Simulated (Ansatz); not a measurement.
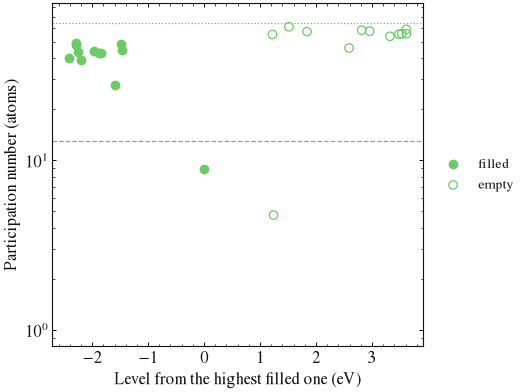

Levels near the gap of a 65-atom cell against the number of atoms over which each spreads (dotted: all atoms; dashed: a fifth of them). Host SiC.

Structure: Si32C33 (defect cell), 65 atoms in the cell.

Method: DFT, r2SCAN, PAW, plane waves, one k point, (0.25, 0.25, 0.25), Fermi-Dirac smearing of 0.01 eV (Ansatz 0.2.0).

Question: Which of these levels are localised (under the dashed line)?

Answer: 2 of the 24 levels shown spread over less than a fifth of the cell: 0.00 eV (filled, over about 9 atoms, mostly C) and 1.24 eV (empty, over about 5 atoms, mostly C).

Question: How far apart are the highest filled and the lowest empty level?

Answer: The lowest empty level lies 1.22 eV above the highest filled one.

One k point in a finite cell, so levels carry errors of tenths of an eV.
